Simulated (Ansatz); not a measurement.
# TaN: single-point calculation (part 2 of 2)

The same run, continued: TaN (slab, 24 atoms in the cell); DFT PBE+D3(BJ), scalar-relativistic, plane waves, PAW, no spin polarisation (Ansatz 0.2.0); cutoff 420 eV, 3×3×1 k-mesh, Gaussian smearing of 0.1 eV. The structure derives from an entry of the Crystallography Open Database. It belongs to a series of runs on one base structure; here: the slab at its places in the relaxed adsorbed structure.

Geometry of the input (Å; fractional positions):
```
5.7616  0.0000  0.0000
0.0000  5.8570  0.0000
0.0000  0.0000  26.2412
N  0.0000  0.7500  0.3049
N  0.0000  0.2500  0.3049
N  0.5000  0.7500  0.3049
N  0.5000  0.2500  0.3049
Ta 0.2500  0.0000  0.3371
Ta 0.2500  0.5000  0.3371
Ta 0.7500  0.0000  0.3371
Ta 0.7500  0.5000  0.3371
N  0.0000  0.5000  0.4015
N  0.0000  0.0000  0.4015
N  0.5000  0.5000  0.4015
N  0.5000  0.0000  0.4015
Ta 0.2501  0.7496  0.4358
Ta 0.2489  0.2505  0.4342
Ta 0.7499  0.7496  0.4358
Ta 0.7511  0.2505  0.4342
N  -0.0000  0.2467  0.5014
N  -0.0000  0.7472  0.5021
N  0.5000  0.2528  0.4931
N  0.5000  0.7476  0.5001
Ta 0.2606  0.4935  0.5338
Ta 0.2562  0.0038  0.5328
Ta 0.7394  0.4935  0.5338
Ta 0.7438  0.0038  0.5328
```

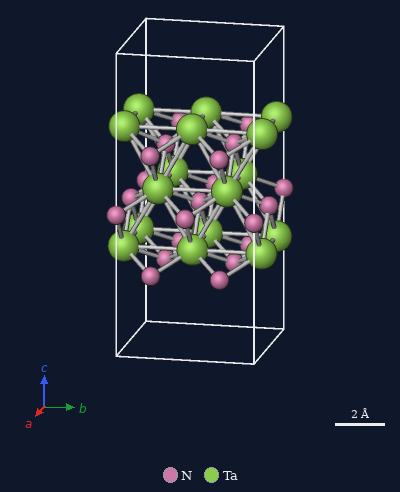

Fig. 1: The structure (ball-and-stick view of the cell of the calculation, with the vacuum cut short, seen slightly off an axis).

Output, continued
```
  k-point 0: bands = ["-66.7274", "-66.6832", "-66.6744", "-66.6327", "-66.4401", "-66.3908", "-66.3745", "-66.3253", "-66.3175", "-66.2828", "-66.2696", "-66.2359", "-33.7808", "-33.7548", "-33.6255", "-33.5984", "-33.5775", "-33.5356", "-33.4671", "-33.4476", "-33.3782", "-33.3216", "-33.2612", "-33.1775", "-33.1542", "-33.1486", "-33.1159", "-33.0454", "-33.0354", "-33.0196", "-32.9884", "-32.9066", "-32.9026", "-32.8977", "-32.8529", "-32.8252", "-32.8044", "-32.7449", "-32.7419", "-32.7167", "-32.6890", "-32.6529", "-32.6354", "-32.6004", "-32.4302", "-32.3836", "-32.3646", "-32.2998", "-15.2846", "-14.1946", "-13.9030", "-13.6811", "-13.5931", "-13.5508", "-13.3581", "-13.2705", "-12.3352", "-11.5334", "-11.0045", "-10.9434", "-6.7442", "-5.9751", "-5.8895", "-5.6567", "-5.6369", "-5.2067", "-5.0546", "-5.0275", "-4.7893", "-4.4793", "-4.0954", "-3.8666", "-3.7131", "-3.3803", "-3.3340", "-3.2165", "-3.1593", "-2.9675", "-2.7837", "-2.6130", "-2.4530", "-2.3835", "-2.3320", "-2.1668", "-1.9308", "-1.7271", "-1.6878", "-1.5750", "-1.5648", "-1.4352", "-1.2746", "-0.9726", "-0.9676", "-0.9159", "-0.7095", "-0.2071", "0.0481", "0.4725", "0.5051", "0.6117", "0.7640", "0.8028", "0.9016", "0.9156", "1.0443", "1.0517", "1.6957", "1.7629", "1.9970", "2.6967", "2.8569", "3.2015", "3.2341", "3.3650", "3.5428", "4.1341", "4.3299", "4.4466", "4.4814", "4.8702", "4.9486", "5.0103", "5.1244", "5.2034", "5.2522", "5.4267", "5.4684", "5.5148", "5.5190", "5.6449", "5.6710", "5.7021"]
  k-point 1: bands = ["-66.7188", "-66.6919", "-66.6657", "-66.6414", "-66.4348", "-66.3858", "-66.3798", "-66.3302", "-66.3090", "-66.2914", "-66.2613", "-66.2443", "-33.7432", "-33.6626", "-33.6009", "-33.5460", "-33.4830", "-33.4521", "-33.4202", "-33.3849", "-33.2815", "-33.2464", "-33.2334", "-33.2197", "-33.1955", "-33.1769", "-33.1432", "-33.1001", "-33.0881", "-33.0270", "-33.0160", "-32.9141", "-32.9079", "-32.8853", "-32.8488", "-32.8402", "-32.8037", "-32.7740", "-32.7495", "-32.7494", "-32.7015", "-32.6772", "-32.6587", "-32.6421", "-32.5498", "-32.4525", "-32.4139", "-32.3811", "-14.9403", "-14.1856", "-13.9459", "-13.7653", "-13.6577", "-13.5156", "-13.4632", "-13.3378", "-12.0121", "-11.3703", "-11.3518", "-11.0744", "-6.2575", "-5.6110", "-5.5543", "-5.4813", "-5.4198", "-5.3228", "-5.2727", "-4.9550", "-4.8989", "-4.3206", "-4.2970", "-3.8213", "-3.5833", "-3.4713", "-3.4086", "-3.2116", "-3.0740", "-2.8421", "-2.7050", "-2.6155", "-2.5793", "-2.4423", "-2.4032", "-2.3398", "-2.1911", "-2.0157", "-1.7527", "-1.4443", "-1.3483", "-1.2124", "-1.1107", "-0.8925", "-0.8778", "-0.5117", "-0.1298", "0.0561", "0.2240", "0.2887", "0.3839", "0.3999", "0.5743", "0.7027", "1.0333", "1.1349", "1.1531", "1.2534", "1.3679", "1.4877", "1.7684", "2.4722", "2.4904", "2.6687", "3.0285", "3.5066", "3.5809", "3.8714", "4.0794", "4.1185", "4.1863", "4.2742", "4.4766", "4.4908", "4.7576", "4.8806", "4.9186", "5.0628", "5.0766", "5.1519", "5.1710", "5.4030", "5.5945", "5.6762"]
  k-point 2: bands = ["-66.7174", "-66.6849", "-66.6727", "-66.6429", "-66.4278", "-66.4032", "-66.3622", "-66.3376", "-66.3055", "-66.2816", "-66.2711", "-66.2476", "-33.7213", "-33.6357", "-33.6004", "-33.4991", "-33.4595", "-33.4270", "-33.4159", "-33.3764", "-33.3538", "-33.2578", "-33.1425", "-33.1306", "-33.1131", "-33.0934", "-33.0722", "-33.0650", "-33.0632", "-33.0473", "-32.9967", "-32.9682", "-32.9605", "-32.9400", "-32.9176", "-32.8818", "-32.8537", "-32.8319", "-32.8242", "-32.7690", "-32.7227", "-32.6740", "-32.6670", "-32.6473", "-32.6227", "-32.5692", "-32.3628", "-32.3209", "-14.8488", "-14.0180", "-13.9327", "-13.8062", "-13.6545", "-13.5301", "-13.5011", "-13.3808", "-12.0430", "-11.3799", "-11.3753", "-11.1135", "-5.8336", "-5.7759", "-5.6629", "-5.5999", "-5.5356", "-5.4628", "-5.2937", "-4.4940", "-4.2335", "-4.1406", "-4.1038", "-3.8805", "-3.8141", "-3.5293", "-3.4560", "-3.2836", "-3.2473", "-3.1629", "-3.0741", "-2.9672", "-2.8223", "-2.4126", "-2.2307", "-2.1687", "-2.0969", "-2.0765", "-1.9522", "-1.8475", "-1.7753", "-1.6285", "-0.9596", "-0.6991", "-0.3998", "-0.1016", "-0.0191", "-0.0060", "0.1396", "0.2520", "0.5287", "0.5936", "0.6755", "0.9256", "1.1055", "1.1463", "1.2697", "1.3192", "1.4612", "1.7130", "1.9475", "2.4795", "2.6754", "2.7149", "2.7842", "2.8766", "3.5254", "3.7542", "3.8561", "4.2059", "4.4523", "4.5740", "4.5877", "4.6816", "4.7899", "4.8262", "4.8971", "5.1030", "5.3322", "5.3565", "5.4441", "5.4958", "5.5597", "5.6488"]
  k-point 3: bands = ["-66.7090", "-66.6817", "-66.6753", "-66.6519", "-66.4226", "-66.3981", "-66.3675", "-66.3426", "-66.2971", "-66.2797", "-66.2732", "-66.2561", "-33.5739", "-33.5667", "-33.5004", "-33.4739", "-33.3875", "-33.3499", "-33.3471", "-33.3147", "-33.2982", "-33.2689", "-33.1898", "-33.1703", "-33.1338", "-33.1208", "-33.1177", "-33.0774", "-33.0546", "-33.0378", "-33.0272", "-32.9885", "-32.9867", "-32.9285", "-32.9199", "-32.8876", "-32.8712", "-32.8320", "-32.8239", "-32.7746", "-32.7504", "-32.7247", "-32.7016", "-32.6727", "-32.6289", "-32.5886", "-32.5245", "-32.4769", "-14.5853", "-14.0450", "-13.8914", "-13.8030", "-13.6873", "-13.5993", "-13.5170", "-13.4741", "-11.8034", "-11.3500", "-11.3470", "-11.3400", "-5.5019", "-5.4238", "-5.2774", "-5.1738", "-5.1240", "-5.1020", "-5.0168", "-4.6811", "-4.3947", "-4.0612", "-3.9319", "-3.8288", "-3.7619", "-3.6066", "-3.5368", "-3.4828", "-3.3992", "-3.3670", "-3.0357", "-2.9735", "-2.9429", "-2.9046", "-2.6840", "-2.5134", "-2.1566", "-2.1420", "-1.7978", "-1.7775", "-1.3424", "-1.3308", "-1.2171", "-0.8554", "-0.7801", "-0.1486", "0.0305", "0.0623", "0.2548", "0.3348", "0.3697", "0.4618", "0.5238", "0.6649", "0.7917", "1.0721", "1.2337", "1.3042", "1.4607", "1.4901", "1.8079", "1.8605", "1.9176", "2.6454", "3.3083", "3.5605", "3.7003", "3.9457", "4.0357", "4.0925", "4.2354", "4.3829", "4.5794", "4.6524", "4.8187", "4.8832", "4.9497", "5.0821", "5.1771", "5.2361", "5.3245", "5.4017", "5.5553", "5.7169"]
```

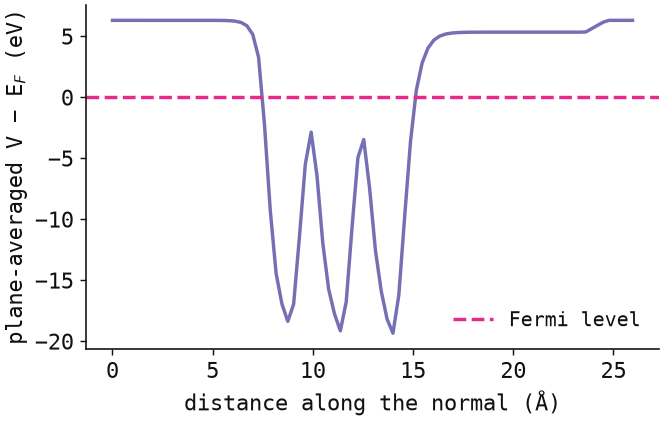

Fig. 2: Plane average of the electrostatic potential energy of an electron across the cell, from the Fermi level. The vacuum level lies 5.34 eV above the Fermi level on the upper side and 6.31 eV on the lower.

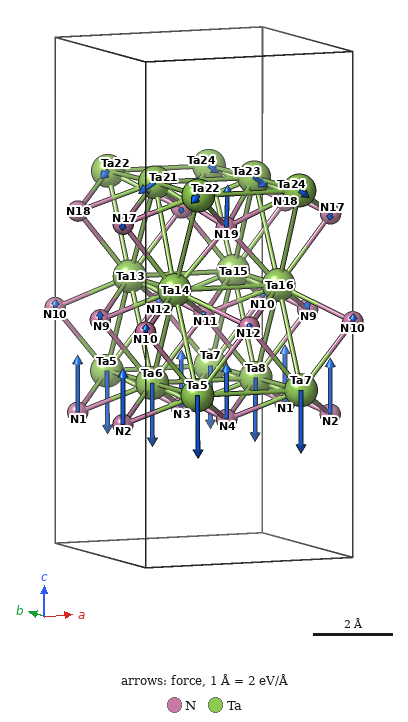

Fig. 3: Forces on the atoms as blue arrows (ball-and-stick view of the cell of the calculation, with the vacuum cut short, seen slightly off an axis; atoms are numbered from 1 in the order of the input); the smallest are left out. The largest act on Ta6, Ta8 (3.32 eV/Å); Ta5, Ta7 (3.29 eV/Å); N1, N3 (2.98 eV/Å); N4 (2.95 eV/Å), among others. The geometry is not a stationary point of this energy.

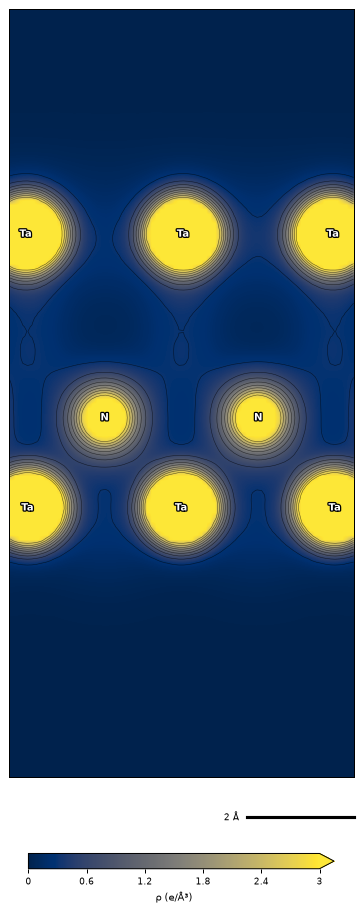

Fig. 4: Valence charge density (pseudo) on the (010) plane of the calculation cell, a cut from vacuum to vacuum. The plane passes through Ta and N nuclei. Ta–N (2.22 Å): the density is about 0.54 e/Å³ at the midpoint. Ta–Ta (2.81 Å): ρ at the midpoint is about 0.34 e/Å³. Ta–Ta (2.88 Å): the density is about 0.28 e/Å³ at the midpoint. Ta–Ta (2.95 Å): the density is about 0.27 e/Å³ at the midpoint. The density dies away to nearly zero in the vacuum. The fields are those of the smooth PAW valence density.

Summary

| quantity | value |
| --- | --- |
| outcome | converged |
| electrons treated | 216 |
| free energy | −123817.1943 eV |
| work function, top face | 5.34 eV |
| work function, bottom face | 6.31 eV |
| Fermi energy | 1.741 eV |
| gap on the k-point mesh | none (metallic) |
| work function (upper face) | 5.34 eV |
| largest force (length of the vector) | 3.317 eV/Å |
| wall time | 8.9 s (CPU time 29 s) |
| peak memory | 2.2 GiB |

Warnings of the run: the structure was made exactly symmetric. Spin–orbit coupling is left out, which matters for Ta.
